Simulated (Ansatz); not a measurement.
Ga3P4 (cell charge −1, with a compensating background) (distorted or defective cell)

```xyz
7
Lattice="0.0000 -5.5051 0.0000 0.0000 0.0000 5.5051 -5.5051 0.0000 0.0000" Properties=species:S:1:pos:R:3 pbc="T T T"
Ga    0.0000   -2.7526    2.7526
Ga    0.0000    0.0000    0.0000
Ga   -2.7526   -2.7526    0.0000
P    -1.4133   -1.3393    1.4133
P    -4.0918   -4.1658    1.4133
P    -4.0918   -1.3393    4.0918
P    -1.4133   -4.1658    4.0918
```

Spin-polarised.

These are results of DFT PBE, scalar-relativistic, plane waves, PAW (Ansatz 0.2.0), not measurements.

Q: What will maps of the valence pseudo-density and electron localisation function show?

A: Ga–P (2.41 Å): ρ is about 0.51 e/Å³ halfway; the ELF peaks at about 0.90 in the valence shell of P, 0.9 Å from its nucleus, and is about 0.75 at the midpoint.

Q: Does the calculation make it a metal, or give it a gap?

A: It is gapless in this calculation (a metal or semimetal).

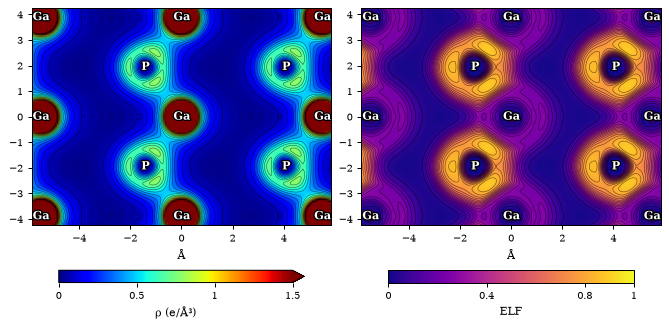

Computed valence pseudo-density and electron localisation function on the (011) plane of the calculation cell, in this order. 

The density is the valence pseudo-density of a PAW calculation; it isn't the true density close to the nuclei.
